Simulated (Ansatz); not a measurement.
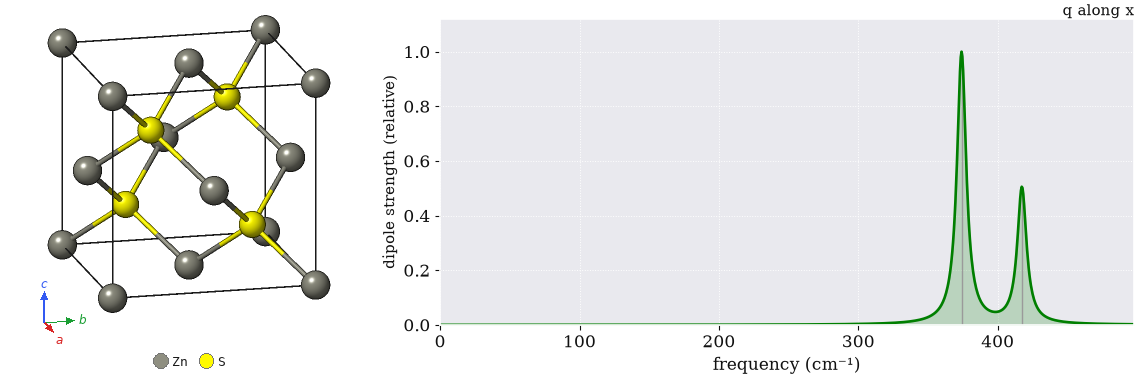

Computed with Ansatz 0.2.0: optical phonons of an insulator on the approach to the zone centre along x, y and z with the field of polar modes, imaginary frequencies are negative, field response on a mesh refined by the program; plane waves with PAW datasets. Level: PBE, no spin polarisation.

- wave cutoff: 420 eV
- k mesh: 10×10×10
- occupations: fixed
- pressure: 25 GPa

Structure:
```yaml
crystal:
  lattice:
    - [0.00000, 2.52882, 2.52882]
    - [2.52882, 0.00000, 2.52882]
    - [2.52882, 2.52882, 0.00000]
  atoms:
    - { symbol: Zn, position: [0.00000, 0.00000, 0.00000] }
    - { symbol: S, position: [0.75000, 0.75000, 0.75000] }
```

Polar optical modes, transverse and longitudinal, approaching the zone centre along x for ZnS, space group F-43m (No. 216). Lines are broadened by Lorentzians of 8 cm⁻¹ full width; the spectrum is scaled to its strongest line. The conventional cell is drawn beside the plot.

The transverse (TO, twofold) lines lie at 374.1 and the longitudinal (LO) ones at 417.4 cm⁻¹, the same along x, y and z by the cubic symmetry.
